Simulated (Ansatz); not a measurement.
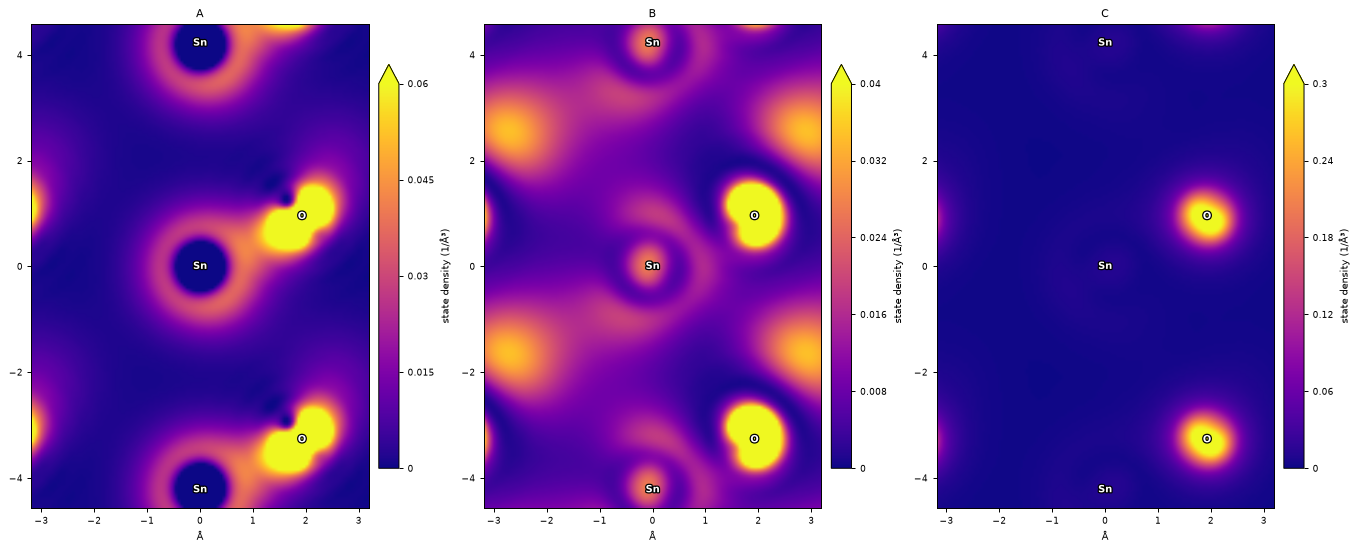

SnO: densities of the states in three energy windows, on the (100) plane of the conventional cell.

Space group Pmn2_1. The cell comes from a database of computed structures, not from a measurement.

Method: DFT PBE, scalar-relativistic, plane waves, PAW in Ansatz 0.2.0.

Core electrons are frozen (PAW), so the fields are smoothed inside the atomic spheres.

```yaml
crystal:
  lattice:
    - [3.35500, 0.00000, 0.00000]
    - [0.00000, 5.67410, 0.00000]
    - [0.00000, 0.00000, 4.22197]
  atoms:
    - { symbol: Sn, position: [0.00000, 0.23191, 0.51314] }
    - { symbol: Sn, position: [0.50000, 0.76809, 0.01314] }
    - { symbol: O, position: [0.00000, 0.89125, 0.73686] }
    - { symbol: O, position: [0.50000, 0.10875, 0.23686] }
```

Question: The windows, about the valence-band maximum, are −8.1 to −5.4 eV, −5.4 to −2.7 eV and +1.4 to +2.0 eV. Which panel shows which?

Answer: Panel A: −8.1 to −5.4 eV, the lower third of the upper valence band, mainly Sn 5s (45 %) and O 2p (45 %).
Panel B: +1.4 to +2.0 eV, the bottom of the conduction band, mainly Sn 5p (75 %), O 2p (15 %) and O 2s (10 %).
Panel C: −5.4 to −2.7 eV, the middle third of the upper valence band, mainly O 2p (75 %) and Sn 5p (20 %).
The characters are Löwdin shares on a minimal set of atomic orbitals.

Cost of the run: 7.9 s on 1 thread of Intel(R) Xeon(R) 6975P-C (Granite Rapids), with other jobs on the host, peak memory 0.44 GiB.
